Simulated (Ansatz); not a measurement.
Consider HfC.

```
CELL_PARAMETERS angstrom
2.32500 0.00000 2.32500
-2.32500 0.00000 2.32500
0.00000 -4.30125 0.00000
ATOMIC_POSITIONS crystal
Hf 0.00000 0.00000 0.50000
Hf 0.50000 0.50000 0.00000
C 0.00000 0.00000 0.00000
C 0.50000 0.50000 0.50000
```

Space group I4/mmm; changed on purpose from its base cell (strain -0.0750 x Voigt [0, 1, 0, 0, 0, 0], atoms carried along); computed pressure about 25 GPa in this cell.

Theory: DFT PBE, scalar-relativistic, plane waves, PAW (Ansatz 0.2.0).

Question: What will maps of the valence pseudo-density and electron localisation function show?

Answer: Hf–C (2.33 Å): the density is about 0.49 e/Å³ at the midpoint; the ELF peaks at about 0.80 in the valence shell of C, 0.7 Å from its nucleus, and is about 0.20 at the midpoint; no localised pair shows between them.

Question: Does the calculation give a band gap?

Answer: It is metallic or semimetallic at this level of theory: no gap opens.

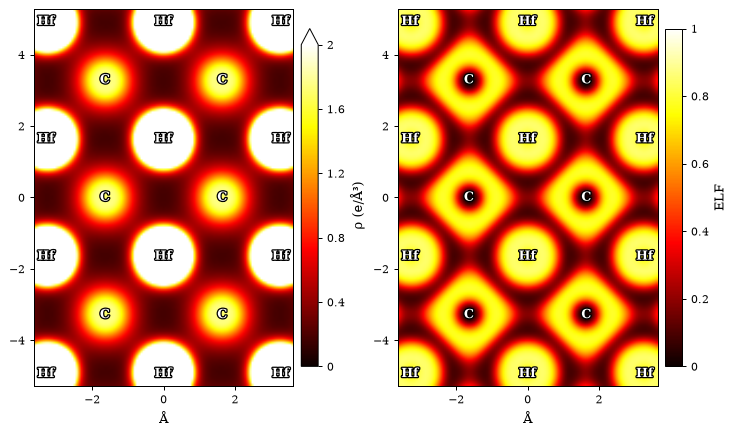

Computed valence pseudo-density and electron localisation function on the (001) plane of the conventional cell, in this order. 

In a PAW calculation such maps are meaningful between the atoms, not at the nuclei.
